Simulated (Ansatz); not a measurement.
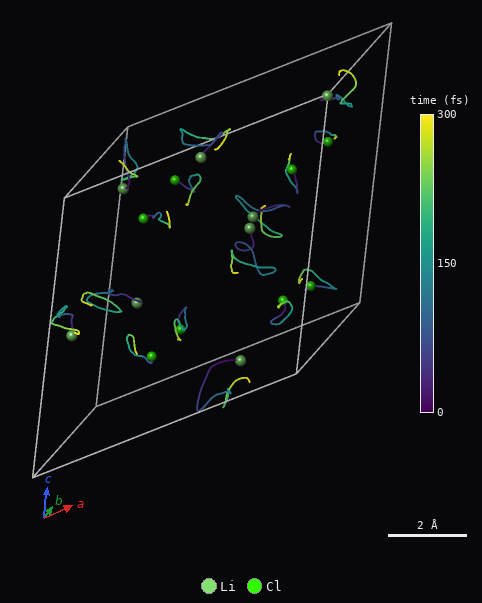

A Born-Oppenheimer molecular dynamics run of a 16-atom cell of LiCl, 300 fs long. It starts from the last geometry of an earlier run, with fresh velocities. Lines trace each atom's path, coloured by time; spheres stand at the starting positions. Seen slightly off an axis in the reduced simulation cell.

All numbers below come from DFT PBE, scalar-relativistic, plane waves, PAW (Ansatz 0.2.0). Set-up: plane-wave cutoff 420 eV; k-point mesh 2 × 2 × 2; Fermi-Dirac smearing 0.16 eV; low-accuracy preset; volume 1.15 times that of the relaxed crystal; Langevin thermostat (NVT); set temperature 1080 K; time step 1 fs; friction 0.01 per fs.

### What do the traces tell about the motion?

In the second half of the run the atoms are, in the root-mean-square, this far from where they began (common drift taken out): Li 0.84 Å, Cl 0.55 Å. Against the typical shortest distance between atoms in the first frame, about 2.2 Å these are large excursions, but over 300 fs one can't yet tell strong vibration from the start of diffusion. Over the second half the temperature averages 1050 K (spread ±173 K). The potential energy in the second half lies on average 33.3 meV per atom below the first frame.

Limits of the set-up: the program's low-accuracy preset was used.
